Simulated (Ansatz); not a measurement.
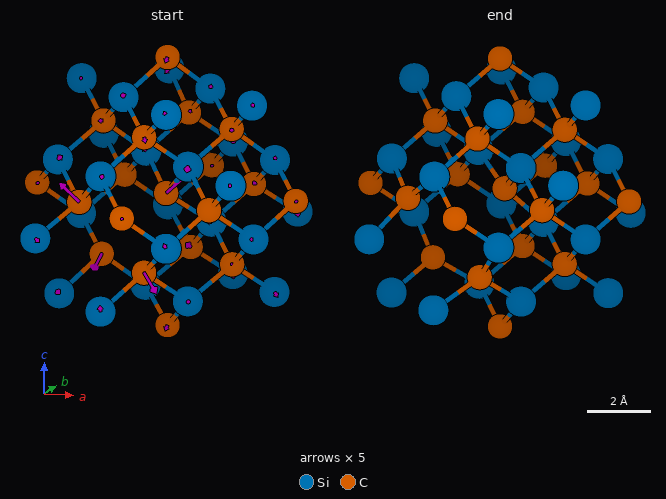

The structure of a defect cell of composition Si31C32 before (left) and after (right) a relaxation, at one scale. The purple arrows give the displacements, magnified 5 times.

Style: ball-and-stick. Shown: the atoms within 5.0 Å of the atom that moves most (axes of the cell of the calculation (origin shifted)), slightly off an axis.

Computed with DFT, PBEsol, PAW, plane waves in Ansatz. (plane-wave cutoff 420 eV; k-point mesh 1 × 1 × 1; no spin polarisation; atoms relaxed in a fixed cell; force threshold 0.03 eV/Å; at most 80 steps)

### Describe what moved and what it gained.

The atom that moves furthest is a C atom (0.24 Å along [1 1 1]). Largest moves by element: C 0.24 Å, Si 0.07 Å. The cell doesn't change. Some distances before and after: C–Si 1.928 → 1.836 Å, C–Si 1.807 → 1.889 Å, C–Si 1.960 → 1.880 Å, C–Si 1.907 → 1.837 Å. Bond angles that change, for instance: Si–C–Si 105.8° → 115.1°, C–Si–C 111.9° → 102.7°, C–Si–C 111.4° → 102.6°. Over 4 geometry steps the energy falls by 1.907 eV per cell of the calculation. The largest force component goes from 1.7 to 0.016 eV/Å. The run took 4.4 s on 1 × NVIDIA GB300 with 8 threads of Arm Neoverse-V2, peak memory 1.8 GiB.
